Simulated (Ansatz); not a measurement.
**Molecular dynamics of NaH13O7 (part 1 of 2)**

The run: molecular dynamics of NaH13O7 (disordered cell, 21 atoms in the cell). Method and program: DFT PBE-D3(BJ), scalar-relativistic, plane waves, PAW, no spin polarisation (Ansatz 0.2.0).

It belongs to a series of runs on one base structure; here: dynamics from the start. Figures and captions count atoms from 1; the log counts them from 0 in places.

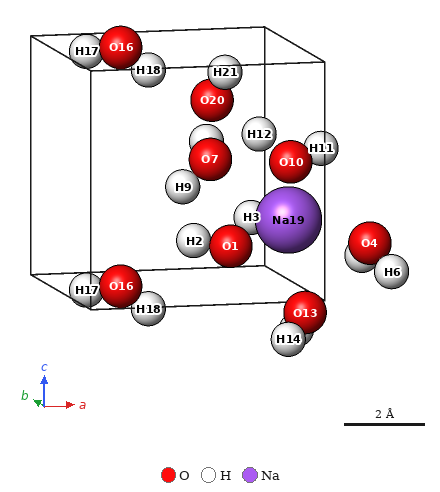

The starting structure (spheres-only view of the cell of the calculation, seen slightly off an axis; atoms are numbered from 1 in the order of the input).

## The input
```yaml
crystal:
  lattice:
    - [6.073178, 0.0, 0.0]
    - [0.0, 6.073178, 0.0]
    - [0.0, 0.0, 6.073178]
  atoms:
    - { symbol: O, position: [0.68720134, 0.34503608, 0.18929515] }
    - { symbol: H, position: [0.54833115, 0.42410756, 0.20680953] }
    - { symbol: H, position: [0.79105133, 0.41359112, 0.29591227] }
    - { symbol: O, position: [0.22127393, 0.1105797, 0.2166344] }
    - { symbol: H, position: [0.22473198, 0.25637264, 0.14390133] }
    - { symbol: H, position: [0.28870031, 0.01206553, 0.10911738] }
    - { symbol: O, position: [0.535153, 0.09397432, 0.59556427] }
    - { symbol: H, position: [0.55763523, 0.24764331, 0.64778299] }
    - { symbol: H, position: [0.41996233, 0.10723435, 0.48341019] }
    - { symbol: O, position: [-0.04728741, 0.38187459, 0.52745322] }
    - { symbol: H, position: [0.0960746, 0.43677577, 0.57060961] }
    - { symbol: H, position: [-0.16524209, 0.44920588, 0.63837431] }
    - { symbol: O, position: [0.86849305, 0.81648063, 0.98258385] }
    - { symbol: H, position: [0.76748806, 0.70291685, 0.89070846] }
    - { symbol: H, position: [0.86550036, 0.94840927, 0.89230333] }
    - { symbol: O, position: [0.26270158, 0.52817815, 1.01122825] }
    - { symbol: H, position: [0.14467951, 0.63622735, 0.98335418] }
    - { symbol: H, position: [0.38868962, 0.55678543, 0.9078809] }
    - { symbol: Na, position: [0.851733, 1.02722729, 0.33982243] }
    - { symbol: O, position: [0.65222631, 0.52186402, 0.77674856] }
    - { symbol: H, position: [0.68301009, 0.42764856, 0.90604151] }
basis:
  ecutwfc: 420.0
kpoints:
  mp_grid: { grid: [1, 1, 1] }
hamiltonian:
  xc: pbe
  dispersion: d3bj
scf:
  occupations: { method: fermi_dirac, width: 0.02 }
  lower_state_search: "off"
md:
  timestep: 0.5
  n_steps: 300
  ensemble: nvt_langevin
  temperature: 1500.0
  initial_velocities: maxwell_boltzmann
  seed: 357987
  friction: 0.02
```

Run on 1 thread of Intel Xeon (Granite Rapids), 192 GiB of memory available, shared host.

Launch command:
```bash
ansatz run input.yaml --threads 1 --pin off --max-ram 3072MiB --backend cpu --events-out ev --progress --plain --runs-dir out
```

## Output
```
Warning: md: disabling space-group detection — thermal motion breaks the input geometry's symmetry, so no spatial operation reduces the k-mesh or symmetrises the density; time reversal is kept, so that k and −k are solved as one point where they differ and the mesh holds both, and exact exchange and, on two spinor components, a DFT+U term hold to it where the run has them: on two components no moment then forms, and a state that bears one, which a typed moment (crystal.atoms[].spin; refused beside efield: under a hybrid functional) reaches, can lie lower, under hf by electronvolts; crystal.symmetry.detect: false (a key that needs symmetry detection or time reversal refuses this as the deck is read) with time_reversal: false beside it drops time reversal too
Engine: ansatz 0.2.0, x86_64-unknown-linux-gnu
Pseudopotentials: kind: paw
Pseudopotential: O, paw, valence charge 6, recommended cutoff 420 eV (normal), O.paw.azcp
Pseudopotential: H, paw, valence charge 1, recommended cutoff 420 eV (normal), H.paw.azcp
Pseudopotential: Na, paw, valence charge 9, recommended cutoff 420 eV (normal), Na.paw.azcp
Functional definition: PBE
  parameter kappa = 0.804
  parameter beta = 0.06672455060314922
  exchange = pbe_x(kappa = kappa, mu = beta*pi^2/3)
  correlation = pbe_c(beta = beta)
Crystal: 21 atoms, lattice volume = 224.000 Å³
Basis set: ecut = 420 eV, 4385 PW (Γ), exchange–correlation on 90×90×90 points (8 copies of the dense FFT grid, shifted against one another)
Bands: 53, of which v1, the nominal top of the filled ones, is band 32 counted from 1 (31 counted from 0)
Symmetry: 1 space group operations
k-points: 1
Non-local potential: O, projectors of the file, l = 0: 2, l = 1: 2, l = 2: 1
Non-local potential: H, projectors of the file, l = 0: 2, l = 1: 1
Non-local potential: Na, projectors of the file, l = 0: 3, l = 1: 2, l = 2: 1
PAW form: soft (Blöchl's): semilocal exchange-correlation on the pseudo side does not see the compensation charge
PAW one-centre angular grid: O, 110 points (default); XC on 64 Gauss nodes
PAW one-centre angular grid: H, 110 points (default); XC on 64 Gauss nodes
PAW one-centre angular grid: Na, 110 points (default); XC on 64 Gauss nodes
Initial density: superposition of atomic densities (neutral atoms: chi_scale 0, normalization atom), corrected by the library's trained network
Initial wavefunctions: pseudopotential atomic-orbital guess
Functional: x = pbe(κ = 0.804, μ = 0.2195149727645171), c = pbe(β = 0.06672455060314922)
SCF iter   1: F=—  HF=-5669.581709 eV  |F-HF|=—  |Δ(HF+E_count)|=         —  Δρ=3.65e-3  dr2=4.00e-2  ethr=1.77e-3  ⟨swp⟩=6.0  Hψ=238  notcnv=0  defer=6
preconditioner: auto → Resta (q_TF=auto, 2.214 Å⁻¹)  ε∞=2.1  [insulator: Δε(μ)=3.937 eV  Ē_g=18.629 eV  σ=0.020 eV  W_gap=1.00  n_scr=32 (ndim 8)  ℏωp=19.5 eV  f_vac=0.294  D(μ)=0.00/eV (n_scr^D=0)  ε∞_Penn≈2.1]
SCF iter   2: F=—  HF=-5669.566997 eV  |F-HF|=—  |Δ(HF+E_count)|=   1.47e-2  Δρ=1.75e-3  dr2=7.38e-3  ethr=6.25e-5  ⟨swp⟩=2.0  Hψ=81  notcnv=0  defer=16
SCF iter   3: F=—  HF=-5669.564629 eV  |F-HF|=—  |Δ(HF+E_count)|=   2.37e-3  Δρ=6.99e-4  dr2=1.92e-3  ethr=1.15e-5  ⟨swp⟩=2.0  Hψ=64  notcnv=0  defer=16
SCF iter   4: F=—  HF=-5669.564194 eV  |F-HF|=—  |Δ(HF+E_count)|=   4.35e-4  Δρ=3.00e-4  dr2=2.06e-4  ethr=3.00e-6  ⟨swp⟩=3.0  Hψ=65  notcnv=0  defer=16
SCF iter   5: F=—  HF=-5669.564176 eV  |F-HF|=—  |Δ(HF+E_count)|=   1.76e-5  Δρ=1.49e-4  dr2=4.06e-5  ethr=3.21e-7  ⟨swp⟩=3.0  Hψ=95  notcnv=0  defer=16
SCF iter   6: F=—  HF=-5669.564158 eV  |F-HF|=—  |Δ(HF+E_count)|=   1.86e-5  Δρ=3.01e-5  dr2=1.58e-6  ethr=6.35e-8  ⟨swp⟩=2.0  Hψ=64  notcnv=0  defer=16
SCF iter   7: F=—  HF=-5669.564155 eV  |F-HF|=—  |Δ(HF+E_count)|=   2.53e-6  Δρ=9.31e-6  dr2=1.75e-7  ethr=2.47e-9  ⟨swp⟩=2.0  Hψ=69  notcnv=0  defer=16
SCF iter   8: F=—  HF=-5669.564155 eV  |F-HF|=—  |Δ(HF+E_count)|=   6.77e-8  Δρ=3.74e-6  dr2=2.50e-8  ethr=2.73e-10  ⟨swp⟩=2.0  Hψ=69  notcnv=0  defer=16
SCF iter   9: F=-5669.564155 eV  HF=-5669.564155 eV  |F-HF|=4.40e-9  |Δ(HF+E_count)|=   4.63e-9  Δρ=1.88e-6  dr2=6.10e-9  ethr=3.28e-11  ⟨swp⟩=5.0  Hψ=148  notcnv=0
SCF 1 converged in 9 iterations: F = -5669.564155 eV  dr2 = 6.10e-9
  greatest PAW one-centre occupation: 0.999 electrons in one spin orbital (limit 2), on the Na atom at site 18 (counted from 0), in its partial waves of l = 0
md step     0: t =     0.00 fs  T =  1428.6 K  F+E_penalty+E_count = -5669.56415501 eV  E_kin = 3.877800 eV  (9 SCF iters)
Initial density: handed on by an earlier stage of this run
Initial wavefunctions: those handed on with the density
iter 1 solved again at ethr=7.69e-5 eV; its pass at ethr=3.10e-3 eV (dr2=4.92e-2 eV) is discarded
SCF iter   1: F=—  HF=-5669.413766 eV  |F-HF|=—  |Δ(HF+E_count)|=         —  Δρ=6.78e-3  dr2=4.87e-2  ethr=7.69e-5  ⟨swp⟩=6.0  Hψ=240  notcnv=0
preconditioner: auto → Resta (q_TF=auto, 2.214 Å⁻¹)  ε∞=2.1  [insulator: Δε(μ)=3.879 eV  Ē_g=18.680 eV  σ=0.020 eV  W_gap=1.00  n_scr=32 (ndim 8)  ℏωp=19.5 eV  f_vac=0.305  D(μ)=0.00/eV (n_scr^D=0)  ε∞_Penn≈2.1]
SCF iter   2: F=—  HF=-5669.404817 eV  |F-HF|=—  |Δ(HF+E_count)|=   8.95e-3  Δρ=2.90e-3  dr2=6.45e-3  ethr=7.61e-5  ⟨swp⟩=3.0  Hψ=107  notcnv=0
SCF iter   3: F=—  HF=-5669.404591 eV  |F-HF|=—  |Δ(HF+E_count)|=   2.26e-4  Δρ=1.29e-3  dr2=1.32e-3  ethr=1.01e-5  ⟨swp⟩=2.0  Hψ=102  notcnv=0
SCF iter   4: F=—  HF=-5669.404752 eV  |F-HF|=—  |Δ(HF+E_count)|=   1.61e-4  Δρ=1.70e-4  dr2=5.63e-5  ethr=2.06e-6  ⟨swp⟩=2.0  Hψ=74  notcnv=0
SCF iter   5: F=—  HF=-5669.404738 eV  |F-HF|=—  |Δ(HF+E_count)|=   1.36e-5  Δρ=1.00e-4  dr2=1.84e-5  ethr=8.80e-8  ⟨swp⟩=2.0  Hψ=78  notcnv=0
SCF iter   6: F=—  HF=-5669.404734 eV  |F-HF|=—  |Δ(HF+E_count)|=   4.45e-6  Δρ=2.14e-5  dr2=9.69e-7  ethr=2.87e-8  ⟨swp⟩=2.0  Hψ=78  notcnv=0
SCF iter   7: F=—  HF=-5669.404734 eV  |F-HF|=—  |Δ(HF+E_count)|=   3.87e-7  Δρ=8.78e-6  dr2=1.32e-7  ethr=1.51e-9  ⟨swp⟩=2.0  Hψ=81  notcnv=0
SCF iter   8: F=-5669.404734 eV  HF=-5669.404734 eV  |F-HF|=8.71e-9  |Δ(HF+E_count)|=   1.84e-8  Δρ=3.08e-6  dr2=1.65e-8  ethr=3.28e-11  ⟨swp⟩=5.0  Hψ=162  notcnv=0
SCF 2 converged in 8 iterations: F = -5669.404734 eV  dr2 = 1.65e-8
md step     1: t =     0.50 fs  T =  1372.3 K  F+E_penalty+E_count = -5669.40473410 eV  E_kin = 3.724927 eV  (8 SCF iters, 3 dispersion substeps)
[... from here on the SCF iterations and repeated set-up lines of each step are left out, up to the last step ...]
md step     2: t =     1.00 fs  T =  1273.1 K  F+E_penalty+E_count = -5668.98501912 eV  E_kin = 3.455739 eV  (8 SCF iters, 3 dispersion substeps)
md step     3: t =     1.50 fs  T =  1061.2 K  F+E_penalty+E_count = -5668.50657898 eV  E_kin = 2.880488 eV  (8 SCF iters, 3 dispersion substeps)
md step     4: t =     2.00 fs  T =   964.0 K  F+E_penalty+E_count = -5668.22146944 eV  E_kin = 2.616651 eV  (8 SCF iters, 3 dispersion substeps)
md step     5: t =     2.50 fs  T =   955.0 K  F+E_penalty+E_count = -5668.23861353 eV  E_kin = 2.592348 eV  (6 SCF iters, 3 dispersion substeps)
md step     6: t =     3.00 fs  T =  1059.4 K  F+E_penalty+E_count = -5668.43383049 eV  E_kin = 2.875642 eV  (7 SCF iters, 3 dispersion substeps)
md step     7: t =     3.50 fs  T =  1132.8 K  F+E_penalty+E_count = -5668.57808618 eV  E_kin = 3.075035 eV  (7 SCF iters, 3 dispersion substeps)
md step     8: t =     4.00 fs  T =  1166.9 K  F+E_penalty+E_count = -5668.55968243 eV  E_kin = 3.167574 eV  (7 SCF iters, 3 dispersion substeps)
md step     9: t =     4.50 fs  T =  1178.2 K  F+E_penalty+E_count = -5668.38275097 eV  E_kin = 3.198088 eV  (7 SCF iters, 3 dispersion substeps)
md step    10: t =     5.00 fs  T =  1026.3 K  F+E_penalty+E_count = -5668.11098251 eV  E_kin = 2.785764 eV  (8 SCF iters, 3 dispersion substeps)
md step    11: t =     5.50 fs  T =   966.8 K  F+E_penalty+E_count = -5667.81482570 eV  E_kin = 2.624327 eV  (7 SCF iters, 3 dispersion substeps)
md step    12: t =     6.00 fs  T =   885.5 K  F+E_penalty+E_count = -5667.53959796 eV  E_kin = 2.403761 eV  (7 SCF iters, 3 dispersion substeps)
md step    13: t =     6.50 fs  T =   882.3 K  F+E_penalty+E_count = -5667.31658014 eV  E_kin = 2.394837 eV  (7 SCF iters, 3 dispersion substeps)
md step    14: t =     7.00 fs  T =   884.7 K  F+E_penalty+E_count = -5667.17176129 eV  E_kin = 2.401355 eV  (6 SCF iters, 3 dispersion substeps)
md step    15: t =     7.50 fs  T =   808.6 K  F+E_penalty+E_count = -5667.13804817 eV  E_kin = 2.194883 eV  (7 SCF iters, 3 dispersion substeps)
md step    16: t =     8.00 fs  T =   851.4 K  F+E_penalty+E_count = -5667.20118079 eV  E_kin = 2.311202 eV  (7 SCF iters, 3 dispersion substeps)
md step    17: t =     8.50 fs  T =   963.1 K  F+E_penalty+E_count = -5667.33350835 eV  E_kin = 2.614345 eV  (6 SCF iters, 3 dispersion substeps)
md step    18: t =     9.00 fs  T =  1096.9 K  F+E_penalty+E_count = -5667.49015095 eV  E_kin = 2.977481 eV  (7 SCF iters, 3 dispersion substeps)
md step    19: t =     9.50 fs  T =  1117.6 K  F+E_penalty+E_count = -5667.59438837 eV  E_kin = 3.033709 eV  (7 SCF iters, 3 dispersion substeps)
md step    20: t =    10.00 fs  T =  1098.7 K  F+E_penalty+E_count = -5667.60987687 eV  E_kin = 2.982462 eV  (8 SCF iters, 3 dispersion substeps)
md step    21: t =    10.50 fs  T =  1236.5 K  F+E_penalty+E_count = -5667.54539310 eV  E_kin = 3.356424 eV  (7 SCF iters, 3 dispersion substeps)
md step    22: t =    11.00 fs  T =  1198.4 K  F+E_penalty+E_count = -5667.36901649 eV  E_kin = 3.253045 eV  (6 SCF iters, 3 dispersion substeps)
md step    23: t =    11.50 fs  T =  1090.8 K  F+E_penalty+E_count = -5667.08897122 eV  E_kin = 2.960812 eV  (7 SCF iters, 3 dispersion substeps)
md step    24: t =    12.00 fs  T =  1012.2 K  F+E_penalty+E_count = -5666.81787498 eV  E_kin = 2.747663 eV  (7 SCF iters, 3 dispersion substeps)
md step    25: t =    12.50 fs  T =   957.8 K  F+E_penalty+E_count = -5666.63715667 eV  E_kin = 2.599832 eV  (7 SCF iters, 3 dispersion substeps)
md step    26: t =    13.00 fs  T =   942.0 K  F+E_penalty+E_count = -5666.60654584 eV  E_kin = 2.557140 eV  (7 SCF iters, 3 dispersion substeps)
md step    27: t =    13.50 fs  T =   949.6 K  F+E_penalty+E_count = -5666.70439600 eV  E_kin = 2.577643 eV  (7 SCF iters, 3 dispersion substeps)
md step    28: t =    14.00 fs  T =  1039.4 K  F+E_penalty+E_count = -5666.76034776 eV  E_kin = 2.821466 eV  (7 SCF iters, 3 dispersion substeps)
md step    29: t =    14.50 fs  T =  1032.5 K  F+E_penalty+E_count = -5666.67095481 eV  E_kin = 2.802616 eV  (7 SCF iters, 3 dispersion substeps)
md step    30: t =    15.00 fs  T =   964.6 K  F+E_penalty+E_count = -5666.47015285 eV  E_kin = 2.618499 eV  (8 SCF iters, 3 dispersion substeps)
md step    31: t =    15.50 fs  T =   947.4 K  F+E_penalty+E_count = -5666.21888117 eV  E_kin = 2.571747 eV  (7 SCF iters, 3 dispersion substeps)
md step    32: t =    16.00 fs  T =   884.1 K  F+E_penalty+E_count = -5665.98897050 eV  E_kin = 2.399891 eV  (7 SCF iters, 3 dispersion substeps)
md step    33: t =    16.50 fs  T =   845.6 K  F+E_penalty+E_count = -5665.88708998 eV  E_kin = 2.295233 eV  (7 SCF iters, 3 dispersion substeps)
md step    34: t =    17.00 fs  T =   849.1 K  F+E_penalty+E_count = -5665.96456991 eV  E_kin = 2.304978 eV  (7 SCF iters, 3 dispersion substeps)
md step    35: t =    17.50 fs  T =   928.1 K  F+E_penalty+E_count = -5666.17805919 eV  E_kin = 2.519368 eV  (7 SCF iters, 3 dispersion substeps)
md step    36: t =    18.00 fs  T =  1044.1 K  F+E_penalty+E_count = -5666.42923187 eV  E_kin = 2.834119 eV  (6 SCF iters, 3 dispersion substeps)
md step    37: t =    18.50 fs  T =  1203.9 K  F+E_penalty+E_count = -5666.64579586 eV  E_kin = 3.268036 eV  (7 SCF iters, 3 dispersion substeps)
md step    38: t =    19.00 fs  T =  1231.3 K  F+E_penalty+E_count = -5666.76446475 eV  E_kin = 3.342332 eV  (7 SCF iters, 3 dispersion substeps)
md step    39: t =    19.50 fs  T =  1228.3 K  F+E_penalty+E_count = -5666.74854326 eV  E_kin = 3.334094 eV  (6 SCF iters, 3 dispersion substeps)
md step    40: t =    20.00 fs  T =  1232.7 K  F+E_penalty+E_count = -5666.61112063 eV  E_kin = 3.346178 eV  (8 SCF iters, 3 dispersion substeps)
md step    41: t =    20.50 fs  T =  1230.7 K  F+E_penalty+E_count = -5666.37170068 eV  E_kin = 3.340578 eV  (7 SCF iters, 3 dispersion substeps)
md step    42: t =    21.00 fs  T =  1125.4 K  F+E_penalty+E_count = -5666.08430587 eV  E_kin = 3.054745 eV  (7 SCF iters, 3 dispersion substeps)
md step    43: t =    21.50 fs  T =  1001.6 K  F+E_penalty+E_count = -5665.89772625 eV  E_kin = 2.718839 eV  (7 SCF iters, 3 dispersion substeps)
md step    44: t =    22.00 fs  T =   956.1 K  F+E_penalty+E_count = -5665.95508669 eV  E_kin = 2.595320 eV  (7 SCF iters, 3 dispersion substeps)
md step    45: t =    22.50 fs  T =  1022.2 K  F+E_penalty+E_count = -5666.17977708 eV  E_kin = 2.774649 eV  (7 SCF iters, 3 dispersion substeps)
md step    46: t =    23.00 fs  T =  1135.7 K  F+E_penalty+E_count = -5666.42046766 eV  E_kin = 3.082806 eV  (7 SCF iters, 3 dispersion substeps)
md step    47: t =    23.50 fs  T =  1232.9 K  F+E_penalty+E_count = -5666.57285743 eV  E_kin = 3.346574 eV  (7 SCF iters, 3 dispersion substeps)
md step    48: t =    24.00 fs  T =  1235.8 K  F+E_penalty+E_count = -5666.58396815 eV  E_kin = 3.354608 eV  (7 SCF iters, 3 dispersion substeps)
md step    49: t =    24.50 fs  T =  1245.7 K  F+E_penalty+E_count = -5666.48065756 eV  E_kin = 3.381437 eV  (7 SCF iters, 3 dispersion substeps)
md step    50: t =    25.00 fs  T =  1235.7 K  F+E_penalty+E_count = -5666.31148275 eV  E_kin = 3.354154 eV  (8 SCF iters, 3 dispersion substeps)
md step    51: t =    25.50 fs  T =  1162.0 K  F+E_penalty+E_count = -5666.11155742 eV  E_kin = 3.154242 eV  (6 SCF iters, 3 dispersion substeps)
md step    52: t =    26.00 fs  T =  1047.6 K  F+E_penalty+E_count = -5665.93288868 eV  E_kin = 2.843605 eV  (7 SCF iters, 3 dispersion substeps)
md step    53: t =    26.50 fs  T =   961.7 K  F+E_penalty+E_count = -5665.85630297 eV  E_kin = 2.610422 eV  (7 SCF iters, 3 dispersion substeps)
md step    54: t =    27.00 fs  T =  1064.7 K  F+E_penalty+E_count = -5665.93811209 eV  E_kin = 2.890007 eV  (7 SCF iters, 3 dispersion substeps)
md step    55: t =    27.50 fs  T =  1184.4 K  F+E_penalty+E_count = -5666.21579433 eV  E_kin = 3.215031 eV  (7 SCF iters, 3 dispersion substeps)
md step    56: t =    28.00 fs  T =  1270.8 K  F+E_penalty+E_count = -5666.60788035 eV  E_kin = 3.449486 eV  (7 SCF iters, 3 dispersion substeps)
md step    57: t =    28.50 fs  T =  1410.0 K  F+E_penalty+E_count = -5666.95674542 eV  E_kin = 3.827342 eV  (7 SCF iters, 3 dispersion substeps)
md step    58: t =    29.00 fs  T =  1486.7 K  F+E_penalty+E_count = -5667.15220586 eV  E_kin = 4.035639 eV  (7 SCF iters, 3 dispersion substeps)
md step    59: t =    29.50 fs  T =  1451.2 K  F+E_penalty+E_count = -5667.13878581 eV  E_kin = 3.939173 eV  (7 SCF iters, 3 dispersion substeps)
md step    60: t =    30.00 fs  T =  1467.3 K  F+E_penalty+E_count = -5666.93300191 eV  E_kin = 3.982946 eV  (8 SCF iters, 3 dispersion substeps)
md step    61: t =    30.50 fs  T =  1466.8 K  F+E_penalty+E_count = -5666.59531779 eV  E_kin = 3.981590 eV  (7 SCF iters, 3 dispersion substeps)
md step    62: t =    31.00 fs  T =  1338.6 K  F+E_penalty+E_count = -5666.26143360 eV  E_kin = 3.633569 eV  (7 SCF iters, 3 dispersion substeps)
md step    63: t =    31.50 fs  T =  1325.2 K  F+E_penalty+E_count = -5666.10442230 eV  E_kin = 3.597185 eV  (7 SCF iters, 3 dispersion substeps)
md step    64: t =    32.00 fs  T =  1277.8 K  F+E_penalty+E_count = -5666.15429709 eV  E_kin = 3.468444 eV  (7 SCF iters, 3 dispersion substeps)
md step    65: t =    32.50 fs  T =  1354.3 K  F+E_penalty+E_count = -5666.36086905 eV  E_kin = 3.676237 eV  (7 SCF iters, 3 dispersion substeps)
md step    66: t =    33.00 fs  T =  1548.4 K  F+E_penalty+E_count = -5666.58307027 eV  E_kin = 4.203183 eV  (7 SCF iters, 3 dispersion substeps)
md step    67: t =    33.50 fs  T =  1531.2 K  F+E_penalty+E_count = -5666.67430286 eV  E_kin = 4.156389 eV  (7 SCF iters, 3 dispersion substeps)
md step    68: t =    34.00 fs  T =  1651.4 K  F+E_penalty+E_count = -5666.61963535 eV  E_kin = 4.482651 eV  (7 SCF iters, 3 dispersion substeps)
md step    69: t =    34.50 fs  T =  1611.7 K  F+E_penalty+E_count = -5666.44032477 eV  E_kin = 4.374987 eV  (7 SCF iters, 3 dispersion substeps)
md step    70: t =    35.00 fs  T =  1513.5 K  F+E_penalty+E_count = -5666.16251049 eV  E_kin = 4.108306 eV  (8 SCF iters, 3 dispersion substeps)
md step    71: t =    35.50 fs  T =  1425.9 K  F+E_penalty+E_count = -5665.86435169 eV  E_kin = 3.870508 eV  (6 SCF iters, 3 dispersion substeps)
md step    72: t =    36.00 fs  T =  1381.9 K  F+E_penalty+E_count = -5665.65171512 eV  E_kin = 3.751128 eV  (7 SCF iters, 3 dispersion substeps)
md step    73: t =    36.50 fs  T =  1405.3 K  F+E_penalty+E_count = -5665.62593154 eV  E_kin = 3.814622 eV  (7 SCF iters, 3 dispersion substeps)
md step    74: t =    37.00 fs  T =  1494.9 K  F+E_penalty+E_count = -5665.79168007 eV  E_kin = 4.057964 eV  (7 SCF iters, 3 dispersion substeps)
automatic band count: iteration 1 solves 37 bands in place of 53: the levels show a gap, and the empty bands left out lie too high to hold charge; the band table lists the bands solved (type scf.n_extra_bands for more)
preconditioner: auto → Resta (q_TF=auto, 2.214 Å⁻¹)  ε∞=2.7  [
[...]
SCF iter   1: F=—  HF=-5666.210395 eV  |F-HF|=—  |Δ(HF+E_count)|=         —  Δρ=7.69e-3  dr2=7.85e-2  ethr=1.14e-4  ⟨swp⟩=4.0  Hψ=258  notcnv=0
preconditioner: auto → Resta (q_TF=auto, 2.214 Å⁻¹)  ε∞=2.2  [insulator: Δε(μ)=2.455 eV  Ē_g=18.156 eV  σ=0.020 eV  W_gap=1.00  n_scr=32 (ndim 8)  ℏωp=19.5 eV  f_vac=0.270  D(μ)=0.00/eV (n_scr^D=0)  ε∞_Penn≈2.2]
SCF iter   2: F=—  HF=-5666.194096 eV  |F-HF|=—  |Δ(HF+E_count)|=   1.63e-2  Δρ=3.27e-3  dr2=1.09e-2  ethr=1.14e-4  ⟨swp⟩=3.0  Hψ=105  notcnv=0
SCF iter   3: F=—  HF=-5666.192607 eV  |F-HF|=—  |Δ(HF+E_count)|=   1.49e-3  Δρ=1.44e-3  dr2=2.30e-3  ethr=1.71e-5  ⟨swp⟩=2.0  Hψ=89  notcnv=0  defer=11
SCF iter   4: F=—  HF=-5666.192582 eV  |F-HF|=—  |Δ(HF+E_count)|=   2.45e-5  Δρ=4.29e-4  dr2=2.90e-4  ethr=3.60e-6  ⟨swp⟩=2.0  Hψ=60  notcnv=0  defer=11
SCF iter   5: F=—  HF=-5666.192593 eV  |F-HF|=—  |Δ(HF+E_count)|=   1.06e-5  Δρ=1.42e-4  dr2=4.68e-5  ethr=4.53e-7  ⟨swp⟩=2.0  Hψ=63  notcnv=0  defer=11
SCF iter   6: F=—  HF=-5666.192592 eV  |F-HF|=—  |Δ(HF+E_count)|=   3.09e-7  Δρ=3.56e-5  dr2=3.04e-6  ethr=7.32e-8  ⟨swp⟩=2.0  Hψ=63  notcnv=0  defer=11
SCF iter   7: F=—  HF=-5666.192597 eV  |F-HF|=—  |Δ(HF+E_count)|=   4.75e-6  Δρ=2.17e-5  dr2=7.74e-7  ethr=4.76e-9  ⟨swp⟩=2.0  Hψ=69  notcnv=0  defer=11
SCF iter   8: F=—  HF=-5666.192597 eV  |F-HF|=—  |Δ(HF+E_count)|=   6.47e-8  Δρ=3.97e-6  dr2=3.47e-8  ethr=1.21e-9  ⟨swp⟩=2.0  Hψ=69  notcnv=0  defer=11
SCF iter   9: F=-5666.192597 eV  HF=-5666.192597 eV  |F-HF|=2.10e-9  |Δ(HF+E_count)|=   1.42e-8  Δρ=1.99e-6  dr2=8.09e-9  ethr=3.28e-11  ⟨swp⟩=5.0  Hψ=158  notcnv=0
SCF 301 converged in 9 iterations: F = -5666.192597 eV  dr2 = 8.09e-9
md step   300: t =   150.00 fs  T =  1478.0 K  F+E_penalty+E_count = -5666.19259710 eV  E_kin = 4.011949 eV  (9 SCF iters, 3 dispersion substeps)
```
